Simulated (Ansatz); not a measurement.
**W12H3C13: nudged elastic band (part 1 of 4)**

- system: W12H3C13 (slab, 28 atoms in the cell)
- method: DFT PBE, scalar-relativistic, plane waves, PAW, PAW set soft_1, no spin polarisation (Ansatz 0.2.0)

The structure derives from an entry of the Crystallography Open Database. The input holds or restrains some coordinates. It belongs to a series of runs on one base structure; here: band between the two ends. Figures and captions count atoms from 1; the log counts them from 0 in places.

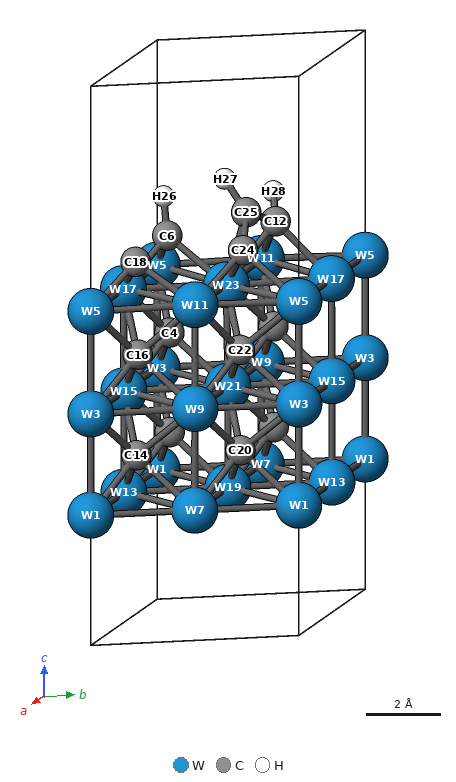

The structure as given in the input (ball-and-stick view of the cell of the calculation, with the vacuum cut short, seen slightly off an axis; atoms are numbered from 1 in the order of the input).

The input
```yaml
crystal:
  lattice:
    - [5.8108, 0.0, 0.0]
    - [-2.9054, 5.0323, 0.0]
    - [0.0, 0.0, 19.100375]
  atoms:
    - { symbol: W, position: [0.0, 0.0, 0.052355] }
    - { symbol: C, position: [0.3333333, 0.1666667, 0.126703] }
    - { symbol: W, position: [0.00099722, 0.00084186, 0.20136931] }
    - { symbol: C, position: [0.33547075, 0.16624326, 0.27328146] }
    - { symbol: W, position: [-0.00450193, -0.00093359, 0.3518153] }
    - { symbol: C, position: [0.33164431, 0.15456783, 0.41584135] }
    - { symbol: W, position: [0.0, 0.5, 0.052355] }
    - { symbol: C, position: [0.3333333, 0.6666667, 0.126703] }
    - { symbol: W, position: [0.00078436, 0.50129829, 0.20188821] }
    - { symbol: C, position: [0.33166163, 0.66502606, 0.27484842] }
    - { symbol: W, position: [-0.00407144, 0.50011247, 0.35432213] }
    - { symbol: C, position: [0.40391816, 0.69823201, 0.43383014] }
    - { symbol: W, position: [0.5, 0.0, 0.052355] }
    - { symbol: C, position: [0.8333333, 0.1666667, 0.126703] }
    - { symbol: W, position: [0.50111064, 0.00027903, 0.20142028] }
    - { symbol: C, position: [0.83430828, 0.17299497, 0.27484498] }
    - { symbol: W, position: [0.50290893, -0.00147246, 0.35194108] }
    - { symbol: C, position: [0.83524148, 0.16287907, 0.41133258] }
    - { symbol: W, position: [0.5, 0.5, 0.052355] }
    - { symbol: C, position: [0.8333333, 0.6666667, 0.126703] }
    - { symbol: W, position: [0.49997752, 0.49991724, 0.20114619] }
    - { symbol: C, position: [0.83123654, 0.66344147, 0.2742434] }
    - { symbol: W, position: [0.49150004, 0.49020353, 0.3494124] }
    - { symbol: C, position: [0.81502135, 0.67331151, 0.41941321] }
    - { symbol: C, position: [0.58562634, 0.61504447, 0.46067307] }
    - { symbol: H, position: [0.30266307, 0.12790878, 0.47220356] }
    - { symbol: H, position: [0.5340834, 0.49501603, 0.50817576] }
    - { symbol: H, position: [0.22449915, 0.63028158, 0.46701467] }
basis:
  ecutwfc: 420.0
kpoints:
  mp_grid: { grid: [3, 3, 1] }
hamiltonian:
  xc: pbe
  pseudopotentials: { kind: paw, azcp: { folder: soft_1 } }
scf:
  occupations: { method: gaussian, width: 0.05 }
  lower_state_search: "off"
neb:
  images: 5
  f_tol: 0.05
  initial_path: idpp
  max_iterations: 59
  constraints: [{ sites: [0, 1, 6, 7, 12, 13, 18, 19] }]
  final_atoms:
    - { symbol: W, position: [0.0, 0.0, 0.05235499] }
    - { symbol: C, position: [0.33333334, 0.16666668, 0.12670301] }
    - { symbol: W, position: [-4.254e-05, -0.00021097, 0.20166576] }
    - { symbol: C, position: [0.33323143, 0.16652914, 0.27418441] }
    - { symbol: W, position: [-0.0004343, 0.00334479, 0.3520876] }
    - { symbol: C, position: [0.33150632, 0.16296813, 0.41997479] }
    - { symbol: W, position: [2.0e-08, 0.50000004, 0.05235499] }
    - { symbol: C, position: [0.33333336, 0.66666672, 0.12670301] }
    - { symbol: W, position: [-0.00014601, 0.49974039, 0.20172121] }
    - { symbol: C, position: [0.33401375, 0.66485237, 0.27356748] }
    - { symbol: W, position: [0.00114869, 0.50231209, 0.35400978] }
    - { symbol: C, position: [0.33489957, 0.68334772, 0.4112205] }
    - { symbol: W, position: [0.5, 0.0, 0.05235499] }
    - { symbol: C, position: [0.83333334, 0.16666668, 0.12670301] }
    - { symbol: W, position: [0.49980335, -0.00021988, 0.20166471] }
    - { symbol: C, position: [0.83253271, 0.16512025, 0.27384548] }
    - { symbol: W, position: [0.50376011, 0.00334134, 0.35208843] }
    - { symbol: C, position: [0.83411238, 0.16816795, 0.41842818] }
    - { symbol: W, position: [0.50000002, 0.50000004, 0.05235499] }
    - { symbol: C, position: [0.83333336, 0.66666672, 0.12670301] }
    - { symbol: W, position: [0.49977965, 0.4995794, 0.20161997] }
    - { symbol: C, position: [0.83077278, 0.66483911, 0.2735758] }
    - { symbol: W, position: [0.50152244, 0.50305727, 0.35366181] }
    - { symbol: C, position: [0.84846922, 0.68338692, 0.41122293] }
    - { symbol: C, position: [0.41973836, 0.33939633, 0.47533006] }
    - { symbol: H, position: [0.83818255, 0.17619976, 0.47552293] }
    - { symbol: H, position: [0.60535514, 0.39207098, 0.50269995] }
    - { symbol: H, position: [0.28681182, 0.39211503, 0.50269295] }
  order_check: true
```

Machine: 4 threads of Intel Xeon (Sapphire Rapids), 32 GiB of memory available, shared host.

Launch command:
```bash
ansatz run input.yaml --threads 4 --pin off --max-ram 10240MiB --backend cpu --events-out ev --progress --plain --runs-dir out
```

Log
```
Warning: neb: disabling space-group detection — the band's intermediate images generally break the endpoint symmetry, so no spatial operation reduces the k-mesh or symmetrises the density, except that a semilocal band can use its path's symmetry ahead of convergence; time reversal is kept, so that k and −k are solved as one point where they differ and the mesh holds both, and exact exchange and, on two spinor components, a DFT+U term hold to it where the run has them: on two components no moment then forms, and a state that bears one, which a typed moment (crystal.atoms[].spin; refused beside efield: under a hybrid functional) reaches, can lie lower, under hf by electronvolts; crystal.symmetry.detect: false (a key that needs symmetry detection or time reversal refuses this as the deck is read) with time_reversal: false beside it drops time reversal too
Warning: between the path's two end points as given, atom 25 moves 2.982 Å, but a periodic copy of its final position lies 2.850 Å from its initial position (atoms with a nearer copy: 1). The path is placed between the positions as given. If the final geometry was wrapped back into the cell, it goes the long way round and its barrier is wrong: give each position of final_atoms that was wrapped, be it another atom's, in the copy that is meant, in a crystal or on a slab the one nearest to the atom's initial position, of atoms alone in their cell the one beside the others as in crystal.atoms, all in one place with crystal.atoms. If the atom really moves that far, or all atoms stand shifted by as much, ignore this warning
Engine: ansatz 0.2.0, x86_64-unknown-linux-gnu
Pseudopotentials: kind: paw
Pseudopotential: W, paw, valence charge 14, recommended cutoff 420 eV (normal), [file]
Pseudopotential: C, paw, valence charge 4, recommended cutoff 420 eV (normal), [file]
Pseudopotential: H, paw, valence charge 1, recommended cutoff 420 eV (normal), [file]
Functional definition: PBE
  parameter kappa = 0.804
  parameter beta = 0.06672455060314922
  exchange = pbe_x(kappa = kappa, mu = beta*pi^2/3)
  correlation = pbe_c(beta = beta)
parallel-image band execution: 4 concurrent image workers
NEB image 0
Crystal: 28 atoms, lattice volume = 558.527 Å³
Basis set: ecut = 420 eV, 10935 PW (Γ), exchange–correlation on 80×80×256 points (8 copies of the dense FFT grid, shifted against one another)
Bands: 140, of which v1, the nominal top of the filled ones, is band 112 counted from 1 (111 counted from 0)
Symmetry: 1 space group operations
k-points: 5 of 9 (time reversal used)
Non-local potential: W, projectors of the file, l = 0: 3, l = 1: 2, l = 2: 2, l = 3: 1
Non-local potential: C, projectors of the file, l = 0: 2, l = 1: 2, l = 2: 1
Non-local potential: H, projectors of the file, l = 0: 2, l = 1: 1
PAW form: soft (Blöchl's): semilocal exchange-correlation on the pseudo side does not see the compensation charge
PAW one-centre angular grid: W, 590 points (default); XC on 64 Gauss nodes
PAW one-centre angular grid: C, 110 points (default); XC on 64 Gauss nodes
PAW one-centre angular grid: H, 110 points (default); XC on 64 Gauss nodes
Initial density: superposition of atomic densities (neutral atoms: chi_scale 0, normalization atom)
Initial wavefunctions: pseudopotential atomic-orbital guess
Functional: x = pbe(κ = 0.804, μ = 0.2195149727645171), c = pbe(β = 0.06672455060314922)
SCF iter   1: F=—  HF=-127953.954512 eV  |F-HF|=—  |Δ(HF+E_count)|=         —  Δρ=1.05e-1  dr2=1.87e2  ethr=3.10e-3  ⟨swp⟩=7.2  Hψ=3172  notcnv=0  defer=54
preconditioner: auto → LDOS  [insulator: Δε(μ)=0.213 eV  Ē_g=9.117 eV  σ=0.050 eV  W_gap=0.68  n_scr=122 (ndim 8)  ℏωp=17.7 eV  f_vac=0.424  D(μ)=21.24/eV (n_scr^D=188)  ε∞_Penn≈4.8  β→1.0]
SCF iter   2: F=—  HF=-127988.058571 eV  |F-HF|=—  |Δ(HF+E_count)|=    3.41e1  Δρ=1.73e-1  dr2=5.92e2  ethr=3.10e-3  ⟨swp⟩=5.2  Hψ=1943  notcnv=0  defer=106  recentre
SCF iter   3: F=—  HF=-127932.547746 eV  |F-HF|=—  |Δ(HF+E_count)|=    5.55e1  Δρ=2.50e-2  dr2=9.62e0  ethr=3.10e-3  ⟨swp⟩=3.8  Hψ=1772  notcnv=0  defer=104
SCF iter   4: F=—  HF=-127931.505112 eV  |F-HF|=—  |Δ(HF+E_count)|=    1.04e0  Δρ=1.26e-2  dr2=1.77e0  ethr=3.10e-3  ⟨swp⟩=2.4  Hψ=1076  notcnv=0  defer=117
SCF iter   5: F=—  HF=-127931.331040 eV  |F-HF|=—  |Δ(HF+E_count)|=   1.74e-1  Δρ=3.77e-3  dr2=3.65e-1  ethr=7.95e-4  ⟨swp⟩=2.4  Hψ=1081  notcnv=0  defer=111
SCF iter   6: F=—  HF=-127931.321827 eV  |F-HF|=—  |Δ(HF+E_count)|=   9.21e-3  Δρ=2.06e-3  dr2=1.46e-1  ethr=1.64e-4  ⟨swp⟩=2.0  Hψ=929  notcnv=0  defer=111
SCF iter   7: F=—  HF=-127931.314998 eV  |F-HF|=—  |Δ(HF+E_count)|=   6.83e-3  Δρ=1.11e-3  dr2=4.06e-2  ethr=6.56e-5  ⟨swp⟩=2.0  Hψ=926  notcnv=0  defer=111
SCF iter   8: F=—  HF=-127931.311650 eV  |F-HF|=—  |Δ(HF+E_count)|=   3.35e-3  Δρ=4.42e-4  dr2=8.92e-3  ethr=1.82e-5  ⟨swp⟩=2.4  Hψ=883  notcnv=0  defer=111
SCF iter   9: F=—  HF=-127931.310975 eV  |F-HF|=—  |Δ(HF+E_count)|=   6.74e-4  Δρ=1.90e-4  dr2=8.41e-4  ethr=4.00e-6  ⟨swp⟩=2.0  Hψ=860  notcnv=0  defer=111
SCF iter  10: F=—  HF=-127931.310923 eV  |F-HF|=—  |Δ(HF+E_count)|=   5.26e-5  Δρ=7.39e-5  dr2=8.48e-5  ethr=3.77e-7  ⟨swp⟩=2.6  Hψ=900  notcnv=0  defer=111
SCF iter  11: F=—  HF=-127931.311523 eV  |F-HF|=—  |Δ(HF+E_count)|=   6.01e-4  Δρ=3.08e-5  dr2=6.21e-6  ethr=3.80e-8  ⟨swp⟩=2.0  Hψ=1005  notcnv=0  defer=111
SCF iter  12: F=—  HF=-127931.311525 eV  |F-HF|=—  |Δ(HF+E_count)|=   1.40e-6  Δρ=1.20e-5  dr2=1.11e-6  ethr=2.78e-9  ⟨swp⟩=3.0  Hψ=1129  notcnv=0  defer=111
SCF iter  13: F=-127931.311525 eV  HF=-127931.311525 eV  |F-HF|=3.95e-8  |Δ(HF+E_count)|=   1.62e-7  Δρ=4.70e-6  dr2=8.72e-8  ethr=4.48e-11  ⟨swp⟩=4.0  Hψ=2981  notcnv=0
SCF 1 converged in 13 iterations: F = -127931.311525 eV  dr2 = 8.72e-8
  greatest PAW one-centre occupation: 0.999 electrons in one spin orbital (limit 2), on the W atom at site 4 (counted from 0), in its partial waves of l = 0
NSCF: frozen V_eff on 5 k-points
NEB image 6
SCF iter   1: F=—  HF=-127953.231788 eV  |F-HF|=—  |Δ(HF+E_count)|=         —  Δρ=1.07e-1  dr2=2.20e2  ethr=3.10e-3  ⟨swp⟩=7.6  Hψ=3260  notcnv=0  defer=51
preconditioner: auto → LDOS  [insulator: Δε(μ)=0.157 eV  Ē_g=9.011 eV  σ=0.050 eV  W_gap=0.77  n_scr=122 (ndim 8)  ℏωp=17.7 eV  f_vac=0.420  D(μ)=4.61/eV (n_scr^D=6)  ε∞_Penn≈4.9  β→1.0]
SCF iter   2: F=—  HF=-127972.168813 eV  |F-HF|=—  |Δ(HF+E_count)|=    1.89e1  Δρ=1.45e-1  dr2=2.13e2  ethr=3.10e-3  ⟨swp⟩=5.0  Hψ=1851  notcnv=0  defer=97
SCF iter   3: F=—  HF=-127934.008147 eV  |F-HF|=—  |Δ(HF+E_count)|=    3.82e1  Δρ=4.73e-2  dr2=2.21e1  ethr=3.10e-3  ⟨swp⟩=3.8  Hψ=1729  notcnv=0  defer=109
SCF iter   4: F=—  HF=-127930.223474 eV  |F-HF|=—  |Δ(HF+E_count)|=    3.78e0  Δρ=8.41e-3  dr2=7.02e-1  ethr=3.10e-3  ⟨swp⟩=2.6  Hψ=1152  notcnv=0  defer=120
SCF iter   5: F=—  HF=-127930.169648 eV  |F-HF|=—  |Δ(HF+E_count)|=   5.38e-2  Δρ=3.66e-3  dr2=1.60e-1  ethr=3.15e-4  ⟨swp⟩=2.6  Hψ=945  notcnv=0  defer=120
SCF iter   6: F=—  HF=-127930.166767 eV  |F-HF|=—  |Δ(HF+E_count)|=   2.88e-3  Δρ=1.30e-3  dr2=4.29e-2  ethr=7.19e-5  ⟨swp⟩=2.2  Hψ=852  notcnv=0  defer=120
SCF iter   7: F=—  HF=-127930.162851 eV  |F-HF|=—  |Δ(HF+E_count)|=   3.92e-3  Δρ=5.45e-4  dr2=9.27e-3  ethr=1.92e-5  ⟨swp⟩=2.8  Hψ=910  notcnv=0  defer=116
SCF iter   8: F=—  HF=-127930.162125 eV  |F-HF|=—  |Δ(HF+E_count)|=   7.26e-4  Δρ=2.11e-4  dr2=1.96e-3  ethr=4.16e-6  ⟨swp⟩=2.0  Hψ=865  notcnv=0  defer=116
SCF iter   9: F=—  HF=-127930.162036 eV  |F-HF|=—  |Δ(HF+E_count)|=   8.86e-5  Δρ=8.67e-5  dr2=2.05e-4  ethr=8.81e-7  ⟨swp⟩=2.0  Hψ=803  notcnv=0  defer=116
SCF iter  10: F=—  HF=-127930.162053 eV  |F-HF|=—  |Δ(HF+E_count)|=   1.66e-5  Δρ=3.19e-5  dr2=7.13e-6  ethr=9.21e-8  ⟨swp⟩=2.6  Hψ=884  notcnv=0  defer=116
SCF iter  11: F=—  HF=-127930.162686 eV  |F-HF|=—  |Δ(HF+E_count)|=   6.33e-4  Δρ=1.12e-5  dr2=2.02e-6  ethr=3.20e-9  ⟨swp⟩=3.4  Hψ=1333  notcnv=0  defer=116
[...]
NSCF: frozen V_eff on 5 k-points
NEB end point (image 0): max|allowed force component| = 5.557e-3 eV/Å (the criterion of neb.relax_end_points is 1.000e-2)
NEB end point (image 6): max|allowed force component| = 9.202e-3 eV/Å (the criterion of neb.relax_end_points is 1.000e-2)
NEB image 1
preconditioner: auto → LDOS  [insulator: Δε(μ)=0.155 eV  Ē_g=8.963 eV  σ=0.050 eV  W_gap=0.70  n_scr=122 (ndim 8)  ℏωp=17.7 eV  f_vac=0.420  D(μ)=21.30/eV (n_scr^D=188)  ε∞_Penn≈4.9  β→1.0]
NEB image 2
preconditioner: auto → LDOS  [metal: Δε(μ)=0.035 eV  Ē_g=8.818 eV  σ=0.050 eV  W_gap=0.38  n_scr=122 (ndim 8)  ℏωp=17.7 eV  f_vac=0.418  D(μ)=27.30/eV (n_scr^D=252)  β→1.0]
  greatest PAW one-centre occupation: 0.999 electrons in one spin orbital (limit 2), on the W atom at site 16 (counted from 0), in its partial waves of l = 0
NEB image 3
preconditioner: auto → LDOS  [metal: Δε(μ)=0.008 eV  Ē_g=8.744 eV  σ=0.050 eV  W_gap=0.09  n_scr=122 (ndim 8)  ℏωp=17.7 eV  f_vac=0.417  D(μ)=35.19/eV (n_scr^D=362)  β→1.0]
NEB image 4
preconditioner: auto → LDOS  [insulator: Δε(μ)=0.106 eV  Ē_g=8.765 eV  σ=0.050 eV  W_gap=0.86  n_scr=122 (ndim 8)  ℏωp=17.7 eV  f_vac=0.416  D(μ)=10.34/eV (n_scr^D=64)  ε∞_Penn≈5.1  β→1.0]
NEB image 5
preconditioner: auto → LDOS  [insulator: Δε(μ)=0.223 eV  Ē_g=8.872 eV  σ=0.050 eV  W_gap=0.94  n_scr=122 (ndim 8)  ℏωp=17.7 eV  f_vac=0.418  D(μ)=6.64/eV (n_scr^D=38)  ε∞_Penn≈5.0  β→1.0]
NEB iter   1: max|band force component| = 4.908e0 eV/Å  barrier→ = 8.5174 eV  barrier← = 7.3686 eV  Δτ_max = 0.2000 Å  (95 SCF iters)
NEB image 1
Initial density: handed on by an earlier stage of this run
Initial wavefunctions: those handed on with the density
preconditioner: auto → LDOS  [insulator: Δε(μ)=0.084 eV  Ē_g=7.961 eV  σ=0.050 eV  W_gap=0.65  n_scr=122 (ndim 8)  ℏωp=17.7 eV  f_vac=0.437  D(μ)=4.46/eV (n_scr^D=6)  ε∞_Penn≈5.9  β→1.0]
NEB image 2
preconditioner: auto → LDOS  [insulator: Δε(μ)=0.107 eV  Ē_g=7.891 eV  σ=0.050 eV  W_gap=0.71  n_scr=122 (ndim 8)  ℏωp=17.7 eV  f_vac=0.433  D(μ)=4.15/eV (n_scr^D=6)  ε∞_Penn≈6.0  β→1.0]
  greatest PAW one-centre occupation: 0.999 electrons in one spin orbital (limit 2), on the W atom at site 22 (counted from 0), in its partial waves of l = 0
NEB image 3
preconditioner: auto → LDOS  [insulator: Δε(μ)=0.337 eV  Ē_g=7.846 eV  σ=0.050 eV  W_gap=0.63  n_scr=122 (ndim 8)  ℏωp=17.7 eV  f_vac=0.431  D(μ)=11.14/eV (n_scr^D=64)  ε∞_Penn≈6.1  β→1.0]
NEB image 4
preconditioner: auto → LDOS  [insulator: Δε(μ)=0.124 eV  Ē_g=7.874 eV  σ=0.050 eV  W_gap=0.63  n_scr=122 (ndim 8)  ℏωp=17.7 eV  f_vac=0.433  D(μ)=3.75/eV (n_scr^D=6)  ε∞_Penn≈6.1  β→1.0]
NEB image 5
preconditioner: auto → LDOS  [insulator: Δε(μ)=0.189 eV  Ē_g=7.915 eV  σ=0.050 eV  W_gap=0.64  n_scr=122 (ndim 8)  ℏωp=17.7 eV  f_vac=0.435  D(μ)=3.75/eV (n_scr^D=6)  ε∞_Penn≈6.0  β→1.0]
  greatest PAW one-centre occupation: 0.999 electrons in one spin orbital (limit 2), on the W atom at site 10 (counted from 0), in its partial waves of l = 0
NEB iter   2: max|band force component| = 4.060e0 eV/Å  barrier→ = 6.3239 eV  barrier← = 5.1750 eV  Δτ_max = 0.2000 Å  (56 SCF iters)
[... from here on the SCF iterations and repeated set-up lines of each step are left out, up to the last step ...]
NEB image 1
NEB image 2
NEB image 3
NEB image 4
NEB image 5
NEB iter   3: max|band force component| = 9.932e0 eV/Å  barrier→ = 4.9460 eV  barrier← = 3.7972 eV  Δτ_max = 0.1013 Å  (56 SCF iters)
NEB image 1
NEB image 2
NEB image 3
NEB image 4
NEB image 5
NEB iter   4: max|band force component| = 2.512e0 eV/Å  barrier→ = 4.0018 eV  barrier← = 2.8530 eV  Δτ_max = 0.2000 Å  (51 SCF iters)
NEB image 1
NEB image 2
NEB image 3
NEB image 4
NEB image 5
NEB iter   5: max|band force component| = 4.788e0 eV/Å  barrier→ = 3.0259 eV  barrier← = 1.8771 eV  Δτ_max = 0.1039 Å  (45 SCF iters)
NEB image 1
NEB image 2
NEB image 3
NEB image 4
NEB image 5
NEB iter   6: max|band force component| = 2.286e0 eV/Å  barrier→ = 2.0982 eV  barrier← = 0.9493 eV  Δτ_max = 0.2000 Å  (48 SCF iters)
NEB image 1
NEB image 2
NEB image 3
NEB image 4
NEB image 5
NEB iter   7: max|band force component| = 5.890e0 eV/Å  barrier→ = 2.0641 eV  barrier← = 0.9152 eV  Δτ_max = 0.1012 Å  (46 SCF iters)
NEB image 1
NEB image 2
NEB image 3
NEB image 4
NEB image 5
NEB iter   8: max|band force component| = 1.006e0 eV/Å  barrier→ = 1.4721 eV  barrier← = 0.3232 eV  Δτ_max = 0.2000 Å  (41 SCF iters)
NEB image 1
NEB image 2
```
